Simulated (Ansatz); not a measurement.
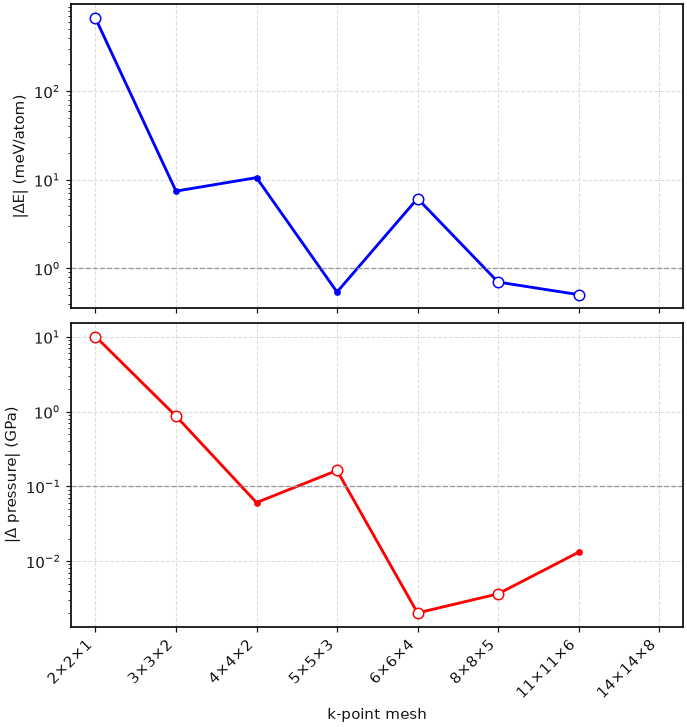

Scan of the k-point mesh.
- system: Gd (P6_3/mmc, 2 atoms in the cell)
- method: DFT, r2SCAN, plane waves (500 eV) with PAW, scalar-relativistic (Ansatz); Fermi–Dirac smearing of 0.05 eV, collinear spins
ΔE is the free energy less its value at the densest setting, 14×14×8.
Dashed lines or grey bands mark the tolerance: 1 meV/atom and 0.1 GPa.
On logarithmic panels, open markers lie below the reference value and filled ones above.

Question: What is enough for the free energy to 1 meV/atom?

Answer: The free energy is within 1 meV/atom of the densest setting's value from 8×8×5 on. The agreement at 5×5×3 is by chance. It is off by 670 meV/atom at 2×2×1, 11 meV/atom at 4×4×2 and 6.1 meV/atom at 6×6×4 (on both sides of it).

Question: How does the pressure behave (tolerance 0.1 GPa)?

Answer: The pressure is within 0.1 GPa of the densest setting's value from 6×6×4 on. The agreement at 4×4×2 is by chance. It is off by 10 GPa at 2×2×1, 0.061 GPa at 4×4×2 and 0.16 GPa at 5×5×3 (on both sides of it).
